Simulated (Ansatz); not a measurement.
**Geometry relaxation of HfN (part 1 of 3)**

System: HfN (slab, 24 atoms in the cell).
Method: DFT PBE+D3(BJ), scalar-relativistic, plane waves, PAW, no spin polarisation (Ansatz 0.2.0).

The structure derives from an entry of the Crystallography Open Database. The input holds or restrains some coordinates. Forces given for the steps count only the free coordinates. It belongs to a series of runs on one base structure; here: clean slab, lower planes held. Figures and captions count atoms from 1; the log counts them from 0 in places.

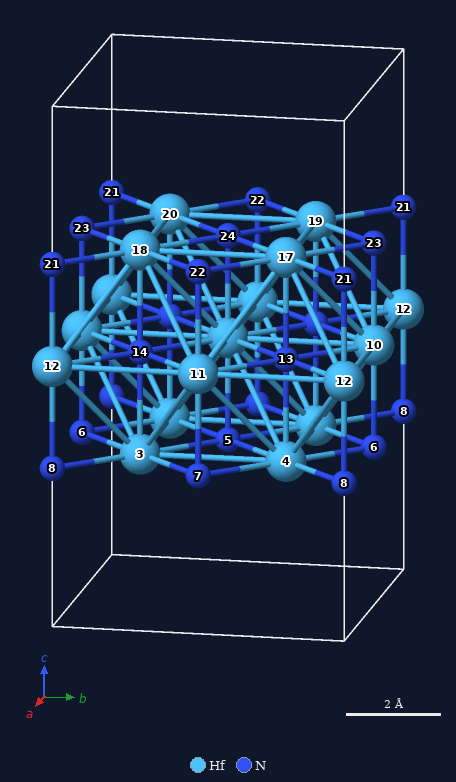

Figure 1. The starting structure (ball-and-stick view of the cell of the calculation, with the vacuum cut short, seen slightly off an axis; atoms are numbered from 1 in the order of the input). An atom can appear more than once, as a periodic image.

### The input
```yaml
crystal:
  lattice:
    - [6.3878118675, 0.0, 0.0]
    - [0.0, 6.3878118675, 0.0]
    - [0.0, 0.0, 20.5168650885]
  atoms:
    - { symbol: Hf, position: [0.25, 0.25, 0.3899231177] }
    - { symbol: Hf, position: [0.25, 0.75, 0.3899231177] }
    - { symbol: Hf, position: [0.75, 0.25, 0.3899231177] }
    - { symbol: Hf, position: [0.75, 0.75, 0.3899231177] }
    - { symbol: "N", position: [0.5, 0.5, 0.3899231177] }
    - { symbol: "N", position: [0.5, 0.0, 0.3899231177] }
    - { symbol: "N", position: [0.0, 0.5, 0.3899231177] }
    - { symbol: "N", position: [0.0, 0.0, 0.3899231177] }
    - { symbol: Hf, position: [0.5, 0.5, 0.5] }
    - { symbol: Hf, position: [0.5, 0.0, 0.5] }
    - { symbol: Hf, position: [0.0, 0.5, 0.5] }
    - { symbol: Hf, position: [0.0, 0.0, 0.5] }
    - { symbol: "N", position: [0.75, 0.75, 0.5] }
    - { symbol: "N", position: [0.75, 0.25, 0.5] }
    - { symbol: "N", position: [0.25, 0.75, 0.5] }
    - { symbol: "N", position: [0.25, 0.25, 0.5] }
    - { symbol: Hf, position: [0.75, 0.75, 0.6100768823] }
    - { symbol: Hf, position: [0.75, 0.25, 0.6100768823] }
    - { symbol: Hf, position: [0.25, 0.75, 0.6100768823] }
    - { symbol: Hf, position: [0.25, 0.25, 0.6100768823] }
    - { symbol: "N", position: [0.0, 0.0, 0.6100768823] }
    - { symbol: "N", position: [0.0, 0.5, 0.6100768823] }
    - { symbol: "N", position: [0.5, 0.0, 0.6100768823] }
    - { symbol: "N", position: [0.5, 0.5, 0.6100768823] }
basis:
  ecutwfc: 420
kpoints:
  mp_grid: { grid: [3, 3, 1] }
hamiltonian:
  xc: pbe
  dispersion: d3bj
scf:
  occupations: { method: gaussian, width: 0.1 }
output:
  forces: true
  eigenvalues: true
  write_density: true
  write_potential: true
  elf: true
  volumetric_format: npy
relax:
  adjacent_minimum: "off"
  f_tol: 0.03
  max_steps: 70
  constraints: [{ sites: [0, 1, 2, 3, 4, 5, 6, 7] }]
efield:
  axis: 3
  dipole_correction: true
  ramp_width: 0.04
```

Run as:
```bash
ansatz run input.yaml --threads 4 --pin off --max-ram 10240MiB --backend cpu --events-out ev --progress --plain --runs-dir out
```

### What the program printed
```
Engine: ansatz 0.2.0, x86_64-unknown-linux-gnu
Pseudopotentials: kind: paw
Pseudopotential: Hf, paw, valence charge 26, recommended cutoff 420 eV (normal), Hf.paw.azcp
Pseudopotential: N, paw, valence charge 5, recommended cutoff 420 eV (normal), N.paw.azcp
Functional definition: PBE
  parameter kappa = 0.804
  parameter beta = 0.06672455060314922
  exchange = pbe_x(kappa = kappa, mu = beta*pi^2/3)
  correlation = pbe_c(beta = beta)
Crystal: 24 atoms, lattice volume = 837.173 Å³
Basis set: ecut = 420 eV, 16417 PW (Γ), exchange–correlation on 90×90×288 points (8 copies of the dense FFT grid, shifted against one another)
Bands: 224, of which v1, the nominal top of the filled ones, is band 186 counted from 1 (185 counted from 0)
Symmetry: 32 space group operations
k-points: 3 of 9
Non-local potential: Hf, projectors of the file, l = 0: 3, l = 1: 2, l = 2: 2, l = 3: 3
Non-local potential: N, projectors of the file, l = 0: 2, l = 1: 2, l = 2: 1
PAW form: soft (Blöchl's): semilocal exchange-correlation on the pseudo side does not see the compensation charge
PAW one-centre angular grid: Hf, 590 points (default); XC on 64 Gauss nodes
PAW one-centre angular grid: N, 110 points (default); XC on 64 Gauss nodes
Initial density: superposition of atomic densities (neutral atoms: chi_scale 0, normalization atom), corrected by the library's trained network
Initial wavefunctions: pseudopotential atomic-orbital guess
Functional: x = pbe(κ = 0.804, μ = 0.2195149727645171), c = pbe(β = 0.06672455060314922)
SCF iter   1: F=—  HF=-193302.257549 eV  |F-HF|=—  |Δ(HF+E_count)|=         —  Δρ=3.13e-3  dr2=5.65e-1  ethr=1.77e-3  p=0.000 e·Å  D=7.59e-14 V/Å  ΔV_dip=-0.00 eV  dr2_dipole=1.79e-7  V_vac-E_F(+/−)=2.81/2.81 eV  ⟨swp⟩=6.3  Hψ=2645  notcnv=0  defer=8
efield: sawtooth ramp at fractional position 0.9800 (placed from the atoms, in the widest stretch of the axis that holds none; the zero of the levels goes with the place), width 0.0400; the density the first Hamiltonian is built on has a dipole p = 0.000 e·Å; the dipole correction subtracts the counter field D = 7.59e-14 V/Å, which shifts the + side's vacuum level by -0.00 eV against the − side's; the planar-averaged density in the ramp window peaks in size at 5.3e-5 e/Å³
preconditioner: auto → LDOS  [metal: Δε(μ)=0.080 eV  Ē_g=17.241 eV  σ=0.100 eV  W_gap=0.43  n_scr=202 (ndim 8)  ℏωp=23.9 eV  f_vac=0.610  D(μ)=10.10/eV (n_scr^D=48)  β→1.0]
SCF iter   2: F=—  HF=-193302.233883 eV  |F-HF|=—  |Δ(HF+E_count)|=   2.37e-2  Δρ=2.24e-3  dr2=5.99e-2  ethr=1.52e-4  p=0.000 e·Å  D=7.34e-6 V/Å  ΔV_dip=-0.00 eV  dr2_dipole=2.68e-6  V_vac-E_F(+/−)=2.96/2.96 eV  ⟨swp⟩=2.0  Hψ=1099  notcnv=0  defer=84
SCF iter   3: F=—  HF=-193302.232422 eV  |F-HF|=—  |Δ(HF+E_count)|=   1.46e-3  Δρ=7.88e-4  dr2=1.33e-2  ethr=1.61e-5  p=0.000 e·Å  D=6.21e-6 V/Å  ΔV_dip=-0.00 eV  dr2_dipole=6.79e-7  V_vac-E_F(+/−)=2.95/2.95 eV  ⟨swp⟩=3.0  Hψ=1157  notcnv=0  defer=84
SCF iter   4: F=—  HF=-193302.230673 eV  |F-HF|=—  |Δ(HF+E_count)|=   1.75e-3  Δρ=2.05e-4  dr2=2.23e-3  ethr=3.59e-6  p=0.000 e·Å  D=5.53e-6 V/Å  ΔV_dip=-0.00 eV  dr2_dipole=1.72e-10  V_vac-E_F(+/−)=2.97/2.97 eV  ⟨swp⟩=2.0  Hψ=1106  notcnv=0  defer=84
SCF iter   5: F=—  HF=-193302.230495 eV  |F-HF|=—  |Δ(HF+E_count)|=   1.78e-4  Δρ=8.00e-5  dr2=1.75e-4  ethr=6.00e-7  p=0.000 e·Å  D=3.56e-6 V/Å  ΔV_dip=-0.00 eV  dr2_dipole=1.84e-8  V_vac-E_F(+/−)=2.97/2.97 eV  ⟨swp⟩=2.3  Hψ=1052  notcnv=0  defer=80
SCF iter   6: F=—  HF=-193302.230479 eV  |F-HF|=—  |Δ(HF+E_count)|=   1.59e-5  Δρ=3.53e-5  dr2=4.51e-5  ethr=4.71e-8  p=0.000 e·Å  D=2.53e-6 V/Å  ΔV_dip=-0.00 eV  dr2_dipole=1.58e-9  V_vac-E_F(+/−)=2.98/2.98 eV  ⟨swp⟩=4.0  Hψ=1519  notcnv=0  defer=80
SCF iter   7: F=-193302.230483 eV  HF=-193302.230484 eV  |F-HF|=8.75e-7  |Δ(HF+E_count)|=   4.59e-6  Δρ=1.48e-5  dr2=4.30e-6  ethr=6.05e-9  p=0.000 e·Å  D=1.03e-6 V/Å  ΔV_dip=-0.00 eV  dr2_dipole=1.77e-10  V_vac-E_F(+/−)=2.98/2.98 eV  ⟨swp⟩=22.7  Hψ=9035  notcnv=0
SCF 1 converged in 7 iterations: F = -193302.230483 eV  dr2 = 4.30e-6
  greatest PAW one-centre occupation: 0.998 electrons in one spin orbital (limit 2), on the Hf atom at site 3 (counted from 0), in its partial waves of l = 0
relax step   1: F+E_penalty+E_count = -193302.23048284 eV  Δ(F+E_penalty+E_count) = +0.000e0 eV  max|allowed force component| = 1.500e0 eV/Å  Δτ_max = 0.0000 Å  (7 SCF iters, dr2 threshold 2.25e-5 eV, accepted)
Initial density: handed on by an earlier stage of this run
Initial wavefunctions: those handed on with the density
iter 1 solved again at ethr=1.84e-4 eV; its pass at ethr=3.10e-3 eV (dr2=6.85e-1 eV) is discarded
SCF iter   1: F=—  HF=-193302.840498 eV  |F-HF|=—  |Δ(HF+E_count)|=         —  Δρ=7.81e-3  dr2=6.89e-1  ethr=1.84e-4  p=0.000 e·Å  D=1.04e-6 V/Å  ΔV_dip=-0.00 eV  dr2_dipole=2.58e-2  V_vac-E_F(+/−)=2.91/2.91 eV  ⟨swp⟩=1.7  Hψ=2625  notcnv=0  defer=69
efield: sawtooth ramp at fractional position 0.9800 (handed on by an earlier solve), width 0.0400; the density the first Hamiltonian is built on has a dipole p = 0.000 e·Å; the dipole correction subtracts the counter field D = 1.04e-6 V/Å, which shifts the + side's vacuum level by -0.00 eV against the − side's; the planar-averaged density in the ramp window peaks in size at 3.3e-6 e/Å³
preconditioner: auto → LDOS  [insulator: Δε(μ)=0.177 eV  Ē_g=17.403 eV  σ=0.100 eV  W_gap=0.78  n_scr=202 (ndim 8)  ℏωp=23.9 eV  f_vac=0.617  D(μ)=6.34/eV (n_scr^D=26)  ε∞_Penn≈2.9  β→1.0]
SCF iter   2: F=—  HF=-193302.835826 eV  |F-HF|=—  |Δ(HF+E_count)|=   4.67e-3  Δρ=5.28e-3  dr2=7.83e-1  ethr=1.84e-4  p=0.090 e·Å  D=1.94e-2 V/Å  ΔV_dip=-0.40 eV  dr2_dipole=1.96e-1  V_vac-E_F(+/−)=2.62/3.01 eV  ⟨swp⟩=2.0  Hψ=1077  notcnv=0  defer=69
SCF iter   3: F=—  HF=-193302.760776 eV  |F-HF|=—  |Δ(HF+E_count)|=   7.50e-2  Δρ=1.63e-3  dr2=3.71e-2  ethr=1.84e-4  p=0.105 e·Å  D=2.27e-2 V/Å  ΔV_dip=-0.47 eV  dr2_dipole=4.26e-4  V_vac-E_F(+/−)=2.55/3.02 eV  ⟨swp⟩=2.0  Hψ=1213  notcnv=0  defer=85
SCF iter   4: F=—  HF=-193302.755372 eV  |F-HF|=—  |Δ(HF+E_count)|=   5.40e-3  Δρ=4.83e-4  dr2=2.56e-3  ethr=9.96e-6  p=0.126 e·Å  D=2.72e-2 V/Å  ΔV_dip=-0.56 eV  dr2_dipole=8.29e-6  V_vac-E_F(+/−)=2.49/3.05 eV  ⟨swp⟩=3.0  Hψ=1373  notcnv=0  defer=85
SCF iter   5: F=—  HF=-193302.754938 eV  |F-HF|=—  |Δ(HF+E_count)|=   4.34e-4  Δρ=1.23e-4  dr2=3.28e-4  ethr=6.89e-7  p=0.134 e·Å  D=2.90e-2 V/Å  ΔV_dip=-0.60 eV  dr2_dipole=1.89e-4  V_vac-E_F(+/−)=2.47/3.06 eV  ⟨swp⟩=2.3  Hψ=1174  notcnv=0  defer=85
SCF iter   6: F=—  HF=-193302.754962 eV  |F-HF|=—  |Δ(HF+E_count)|=   2.40e-5  Δρ=8.52e-5  dr2=1.23e-4  ethr=8.81e-8  p=0.142 e·Å  D=3.07e-2 V/Å  ΔV_dip=-0.63 eV  dr2_dipole=2.30e-5  V_vac-E_F(+/−)=2.45/3.08 eV  ⟨swp⟩=3.0  Hψ=1253  notcnv=0  defer=85
SCF iter   7: F=-193302.754943 eV  HF=-193302.754949 eV  |F-HF|=5.64e-6  |Δ(HF+E_count)|=   1.30e-5  Δρ=2.48e-5  dr2=1.21e-5  ethr=2.69e-8  p=0.146 e·Å  D=3.15e-2 V/Å  ΔV_dip=-0.65 eV  dr2_dipole=7.29e-6  V_vac-E_F(+/−)=2.44/3.08 eV  ⟨swp⟩=23.0  Hψ=8430  notcnv=0
SCF 2 converged in 7 iterations: F = -193302.754943 eV  dr2 = 1.21e-5
relax step   2: F+E_penalty+E_count = -193302.75494314 eV  Δ(F+E_penalty+E_count) = -5.245e-1 eV  max|allowed force component| = 9.192e-1 eV/Å  Δτ_max = 0.1885 Å  (7 SCF iters, dr2 threshold 1.00e-4 eV, accepted)
SCF iter   1: F=—  HF=-193302.892579 eV  |F-HF|=—  |Δ(HF+E_count)|=         —  Δρ=2.58e-3  dr2=2.07e-1  ethr=1.34e-4  p=0.146 e·Å  D=3.15e-2 V/Å  ΔV_dip=-0.65 eV  dr2_dipole=3.30e-2  V_vac-E_F(+/−)=2.46/3.11 eV  ⟨swp⟩=3.0  Hψ=1301  notcnv=0  defer=86
efield: sawtooth ramp at fractional position 0.9800 (handed on by an earlier solve), width 0.0400; the density the first Hamiltonian is built on has a dipole p = 0.146 e·Å; the dipole correction subtracts the counter field D = 3.15e-2 V/Å, which shifts the + side's vacuum level by -0.65 eV against the − side's; the planar-averaged density in the ramp window peaks in size at 4.9e-6 e/Å³
preconditioner: auto → LDOS  [insulator: Δε(μ)=0.285 eV  Ē_g=17.345 eV  σ=0.100 eV  W_gap=0.95  n_scr=202 (ndim 8)  ℏωp=23.9 eV  f_vac=0.614  D(μ)=1.80/eV (n_scr^D=4)  ε∞_Penn≈2.9  β→1.0]
SCF iter   2: F=—  HF=-193302.897148 eV  |F-HF|=—  |Δ(HF+E_count)|=   4.57e-3  Δρ=2.21e-3  dr2=2.65e-1  ethr=5.57e-5  p=0.128 e·Å  D=2.77e-2 V/Å  ΔV_dip=-0.57 eV  dr2_dipole=5.55e-2  V_vac-E_F(+/−)=2.50/3.07 eV  ⟨swp⟩=2.0  Hψ=1228  notcnv=0  defer=86
SCF iter   3: F=—  HF=-193302.872623 eV  |F-HF|=—  |Δ(HF+E_count)|=   2.45e-2  Δρ=4.04e-4  dr2=1.52e-3  ethr=5.57e-5  p=0.128 e·Å  D=2.77e-2 V/Å  ΔV_dip=-0.57 eV  dr2_dipole=7.65e-5  V_vac-E_F(+/−)=2.50/3.07 eV  ⟨swp⟩=2.0  Hψ=1037  notcnv=0  defer=86
SCF iter   4: F=—  HF=-193302.872231 eV  |F-HF|=—  |Δ(HF+E_count)|=   3.92e-4  Δρ=1.52e-4  dr2=2.37e-4  ethr=4.08e-7  p=0.124 e·Å  D=2.68e-2 V/Å  ΔV_dip=-0.55 eV  dr2_dipole=8.54e-6  V_vac-E_F(+/−)=2.52/3.06 eV  ⟨swp⟩=3.0  Hψ=1605  notcnv=0  defer=86
SCF iter   5: F=-193302.872189 eV  HF=-193302.872203 eV  |F-HF|=1.36e-5  |Δ(HF+E_count)|=   2.77e-5  Δρ=3.96e-5  dr2=2.35e-5  ethr=1.42e-8  p=0.122 e·Å  D=2.63e-2 V/Å  ΔV_dip=-0.54 eV  dr2_dipole=6.08e-6  V_vac-E_F(+/−)=2.52/3.06 eV  ⟨swp⟩=21.0  Hψ=8348  notcnv=0
SCF 3 converged in 5 iterations: F = -193302.872189 eV  dr2 = 2.35e-5
relax step   3: F+E_penalty+E_count = -193302.87218933 eV  Δ(F+E_penalty+E_count) = -1.172e-1 eV  max|allowed force component| = 1.472e-1 eV/Å  Δτ_max = 0.0495 Å  (5 SCF iters, dr2 threshold 5.28e-5 eV, accepted)
SCF iter   1: F=—  HF=-193302.880259 eV  |F-HF|=—  |Δ(HF+E_count)|=         —  Δρ=5.78e-4  dr2=4.76e-3  ethr=3.31e-5  p=0.122 e·Å  D=2.63e-2 V/Å  ΔV_dip=-0.54 eV  dr2_dipole=1.58e-4  V_vac-E_F(+/−)=2.52/3.06 eV  ⟨swp⟩=2.0  Hψ=1128  notcnv=0  defer=22
efield: sawtooth ramp at fractional position 0.9800 (handed on by an earlier solve), width 0.0400; the density the first Hamiltonian is built on has a dipole p = 0.122 e·Å; the dipole correction subtracts the counter field D = 2.63e-2 V/Å, which shifts the + side's vacuum level by -0.54 eV against the − side's; the planar-averaged density in the ramp window peaks in size at 4.6e-6 e/Å³
preconditioner: auto → LDOS  [insulator: Δε(μ)=0.259 eV  Ē_g=17.350 eV  σ=0.100 eV  W_gap=0.93  n_scr=202 (ndim 8)  ℏωp=23.9 eV  f_vac=0.615  D(μ)=2.26/eV (n_scr^D=4)  ε∞_Penn≈2.9  β→1.0]
SCF iter   2: F=—  HF=-193302.879866 eV  |F-HF|=—  |Δ(HF+E_count)|=   3.93e-4  Δρ=4.88e-4  dr2=3.90e-3  ethr=1.28e-6  p=0.118 e·Å  D=2.54e-2 V/Å  ΔV_dip=-0.52 eV  dr2_dipole=2.29e-4  V_vac-E_F(+/−)=2.53/3.05 eV  ⟨swp⟩=3.0  Hψ=1549  notcnv=0  defer=35
SCF iter   3: F=—  HF=-193302.878868 eV  |F-HF|=—  |Δ(HF+E_count)|=   9.99e-4  Δρ=1.08e-4  dr2=1.76e-4  ethr=1.05e-6  p=0.121 e·Å  D=2.61e-2 V/Å  ΔV_dip=-0.54 eV  dr2_dipole=1.78e-5  V_vac-E_F(+/−)=2.52/3.06 eV  ⟨swp⟩=2.0  Hψ=1089  notcnv=0  defer=35
SCF iter   4: F=—  HF=-193302.878812 eV  |F-HF|=—  |Δ(HF+E_count)|=   5.51e-5  Δρ=2.39e-5  dr2=5.82e-6  ethr=4.74e-8  p=0.121 e·Å  D=2.61e-2 V/Å  ΔV_dip=-0.54 eV  dr2_dipole=1.03e-6  V_vac-E_F(+/−)=2.52/3.06 eV  ⟨swp⟩=3.0  Hψ=1271  notcnv=0  defer=35
SCF iter   5: F=—  HF=-193302.878813 eV  |F-HF|=—  |Δ(HF+E_count)|=   4.65e-7  Δρ=1.12e-5  dr2=2.04e-6  ethr=3.64e-10  p=0.121 e·Å  D=2.62e-2 V/Å  ΔV_dip=-0.54 eV  dr2_dipole=8.00e-7  V_vac-E_F(+/−)=2.52/3.06 eV  ⟨swp⟩=20.0  Hψ=8038  notcnv=0
SCF iter   6: F=-193302.878812 eV  HF=-193302.878812 eV  |F-HF|=4.05e-7  |Δ(HF+E_count)|=   4.34e-7  Δρ=2.77e-6  dr2=3.77e-7  ethr=3.64e-10  p=0.121 e·Å  D=2.62e-2 V/Å  ΔV_dip=-0.54 eV  dr2_dipole=2.19e-7  V_vac-E_F(+/−)=2.52/3.06 eV  ⟨swp⟩=15.7  Hψ=7074  notcnv=0
SCF 4 converged in 6 iterations: F = -193302.878812 eV  dr2 = 3.77e-7
relax step   4: F+E_penalty+E_count = -193302.87881208 eV  Δ(F+E_penalty+E_count) = -6.623e-3 eV  max|allowed force component| = 6.683e-2 eV/Å  Δτ_max = 0.0123 Å  (6 SCF iters, dr2 threshold 1.35e-6 eV, accepted)
SCF iter   1: F=—  HF=-193302.880230 eV  |F-HF|=—  |Δ(HF+E_count)|=         —  Δρ=3.02e-4  dr2=1.33e-3  ethr=3.02e-6  p=0.121 e·Å  D=2.62e-2 V/Å  ΔV_dip=-0.54 eV  dr2_dipole=9.75e-5  V_vac-E_F(+/−)=2.52/3.06 eV  ⟨swp⟩=2.0  Hψ=1225  notcnv=0  defer=5
efield: sawtooth ramp at fractional position 0.9800 (handed on by an earlier solve), width 0.0400; the density the first Hamiltonian is built on has a dipole p = 0.121 e·Å; the dipole correction subtracts the counter field D = 2.62e-2 V/Å, which shifts the + side's vacuum level by -0.54 eV against the − side's; the planar-averaged density in the ramp window peaks in size at 4.6e-6 e/Å³
preconditioner: auto → LDOS  [insulator: Δε(μ)=0.255 eV  Ē_g=17.352 eV  σ=0.100 eV  W_gap=0.93  n_scr=202 (ndim 8)  ℏωp=23.9 eV  f_vac=0.615  D(μ)=2.34/eV (n_scr^D=4)  ε∞_Penn≈2.9  β→1.0]
SCF iter   2: F=—  HF=-193302.880145 eV  |F-HF|=—  |Δ(HF+E_count)|=   8.43e-5  Δρ=2.32e-4  dr2=1.04e-3  ethr=3.57e-7  p=0.119 e·Å  D=2.57e-2 V/Å  ΔV_dip=-0.53 eV  dr2_dipole=6.53e-5  V_vac-E_F(+/−)=2.53/3.06 eV  ⟨swp⟩=3.0  Hψ=1280  notcnv=0  defer=7
SCF iter   3: F=—  HF=-193302.879856 eV  |F-HF|=—  |Δ(HF+E_count)|=   2.89e-4  Δρ=5.69e-5  dr2=5.89e-5  ethr=2.80e-7  p=0.121 e·Å  D=2.61e-2 V/Å  ΔV_dip=-0.53 eV  dr2_dipole=4.69e-6  V_vac-E_F(+/−)=2.52/3.06 eV  ⟨swp⟩=2.0  Hψ=1110  notcnv=0  defer=7
SCF iter   4: F=—  HF=-193302.879840 eV  |F-HF|=—  |Δ(HF+E_count)|=   1.64e-5  Δρ=1.29e-5  dr2=1.44e-6  ethr=1.58e-8  p=0.121 e·Å  D=2.61e-2 V/Å  ΔV_dip=-0.54 eV  dr2_dipole=2.09e-7  V_vac-E_F(+/−)=2.52/3.06 eV  ⟨swp⟩=3.0  Hψ=1223  notcnv=0  defer=7
SCF iter   5: F=—  HF=-193302.879840 eV  |F-HF|=—  |Δ(HF+E_count)|=   6.84e-8  Δρ=5.52e-6  dr2=7.65e-7  ethr=3.87e-10  p=0.121 e·Å  D=2.61e-2 V/Å  ΔV_dip=-0.54 eV  dr2_dipole=4.08e-7  V_vac-E_F(+/−)=2.52/3.06 eV  ⟨swp⟩=3.0  Hψ=1191  notcnv=0  defer=7
SCF iter   6: F=-193302.879840 eV  HF=-193302.879840 eV  |F-HF|=7.83e-8  |Δ(HF+E_count)|=   1.42e-8  Δρ=1.44e-6  dr2=8.91e-8  ethr=2.69e-11  p=0.121 e·Å  D=2.62e-2 V/Å  ΔV_dip=-0.54 eV  dr2_dipole=5.58e-8  V_vac-E_F(+/−)=2.52/3.06 eV  ⟨swp⟩=15.3  Hψ=6733  notcnv=0
SCF 5 converged in 6 iterations: F = -193302.879840 eV  dr2 = 8.91e-8
relax step   5: F+E_penalty+E_count = -193302.87983997 eV  Δ(F+E_penalty+E_count) = -1.028e-3 eV  max|allowed force component| = 1.467e-2 eV/Å  Δτ_max = 0.0051 Å  (6 SCF iters, accepted)
```
